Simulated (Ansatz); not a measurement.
CdF$_{2}$

```
Cd F
1.0
     2.69400    0.00000   -2.69400
     0.00000   -2.69400    2.69400
    -5.38800   -5.38800   -5.38800
Cd F
3 6
Direct
  0.00000 0.00000 0.98795
  0.33333 0.66667 0.65461
  0.66667 0.33333 0.32128
  0.00000 0.00000 0.75000
  0.33333 0.66667 0.41667
  0.66667 0.33333 0.08333
  0.33333 0.66667 0.91667
  0.66667 0.33333 0.58333
  0.00000 0.00000 0.25000
```

Space group R3m; changed on purpose from its base cell (all Cd atoms moved +0.113 Å, as atom 1 along Cartesian [1 1 1]); not relaxed (largest force 0.6 eV/Å).

Method: DFT r2SCAN, scalar-relativistic, plane waves, PAW in Ansatz.

Core electrons are frozen (PAW), and the valence fields are smoothed inside the atomic spheres.

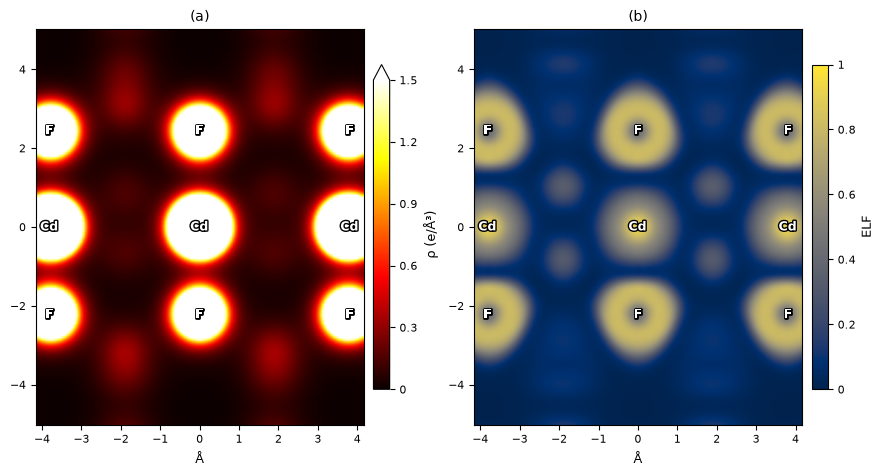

Figure 1. (a) valence electron density; (b) ELF on the (100) plane of the conventional cell.

Question: What does the map show?

Answer: The plane passes through Cd and F nuclei. Cd–F (2.22 Å): ρ at the midpoint is about 0.4 e/Å³; the ELF peaks at about 0.80 in the valence shell of F, 0.6 Å from its nucleus, and drops to about 0.05 between the two atoms: no localised pair shows between them. Cd–F (2.45 Å): the density is about 0.24 e/Å³ at the midpoint; the ELF is about 0.05 at the midpoint; no shared electron pair shows on this line. Between the atoms the lowest density in this plane is 0.007 e/Å³. The features right at Cd lie inside the PAW spheres, where the map follows smoothed inner orbitals and isn't to be read closely.

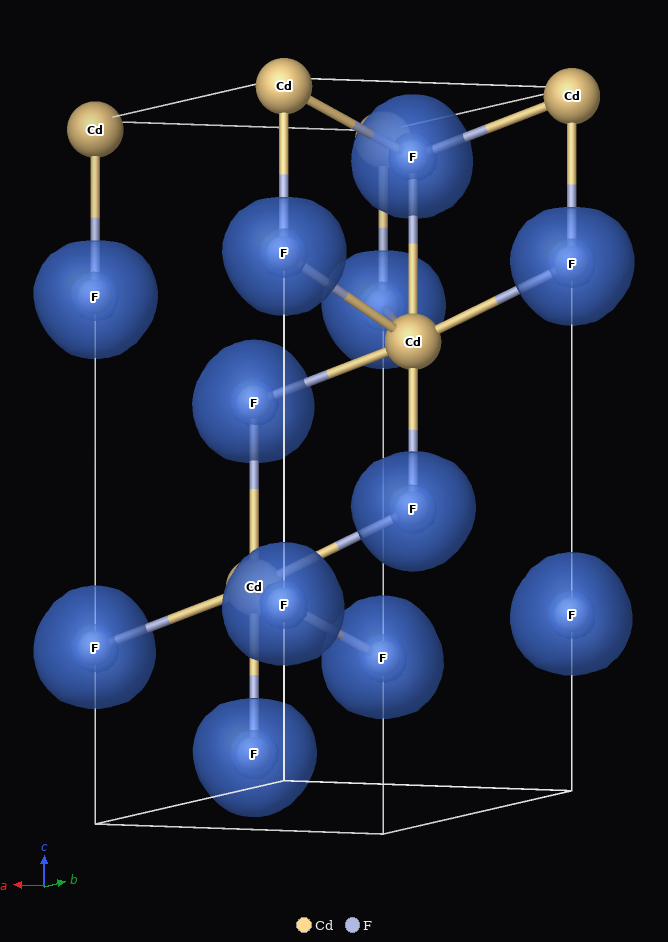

Figure 2. Isosurface of the ELF at 0.7 (blue), seen at an oblique angle. Only the valence region is drawn (cores and ρ < 0.01 e/Å³ removed). Sticks mark near contacts.

Question: Describe the localisation domains.

Answer: At this value the surface marks out six regions wrapped around F (the valence shell of each), counted in one cell of 9 atoms. Regions shared between cells count once. Profiles from the grid: Cd–F (2.30 Å): the ELF is about 0.05 at the midpoint; no shared electron pair shows on this line.

Question: Metal or insulator at this level of theory?

Answer: It is gapped, with a Kohn–Sham gap of 3.8 eV on the k-point mesh (the band edges may lie off the mesh, which would make the gap smaller).
